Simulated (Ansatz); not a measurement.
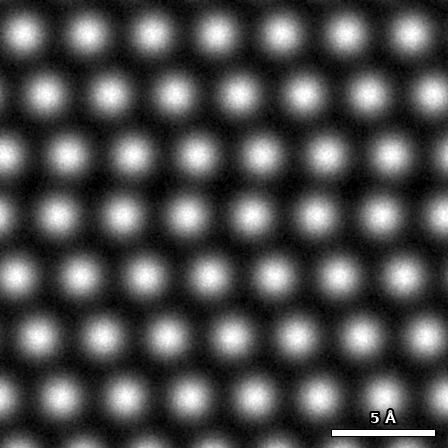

Integrated-DPC-like image of Ho (I4/mmm, No. 139) along [100]. Simulated as the projected potential of neutral atoms (B = 0.5 Å²) blurred by a 1.21 Å probe, the thin-sample limit of integrated differential phase contrast. The display is stretched by a gamma of 0.8; percentages refer to the linear signal. Shot noise was added.

One planar defect was built into the perfect crystal by geometry alone, without relaxation. Host structure: a calculation's starting geometry; the starting structure was generated, so it need not be a known form of this composition.

**Find the planar defect and say what kind it is.**

A planar fault (a stacking fault) runs horizontally about 9 Å below the top edge. The part above it is shifted along the boundary by 1/2 of the 3.17 Å repeat of the rows (1.6 Å to the right, the same as to the left); both parts keep the same orientation.
